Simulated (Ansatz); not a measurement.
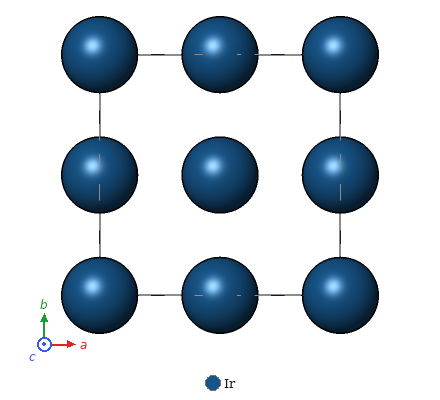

Ir (I4_1/amd, No. 141): the end point of a relaxation with Ansatz 0.2.0, DFT r2SCAN, scalar-relativistic, plane waves, PAW; the starting structure was generated, so it need not be a known form of this composition.

```
CELL_PARAMETERS angstrom
4.81733 0.00000 0.00000
0.00000 4.81733 0.00000
0.00000 0.00000 2.74138
ATOMIC_POSITIONS crystal
Ir 0.00000 0.00000 0.00000
Ir 0.00000 0.50000 0.25000
Ir 0.50000 0.50000 0.50000
Ir 0.50000 0.00000 0.75000
```

Q: What will a dark-field STEM-like image along [001] show? Simulation: incoherent imaging, intensity Z^1.7 per atom, probe width 1.30 Å, thin sample. The probe carries 25 % of its weight in a tail 2.5 times as wide. The display is stretched by a gamma of 0.65; percentages refer to the linear signal. Shot noise and the speckle of an amorphous layer were added.

A: The columns repeat on a square net with a repeat of 2.41 Å (plane group p4mm). All columns are alike (Ir). The shortest distance between visible columns is 2.41 Å in projection. Along the beam the structure repeats every 2.74 Å.

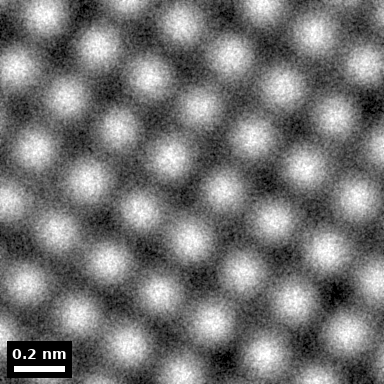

The simulated image.
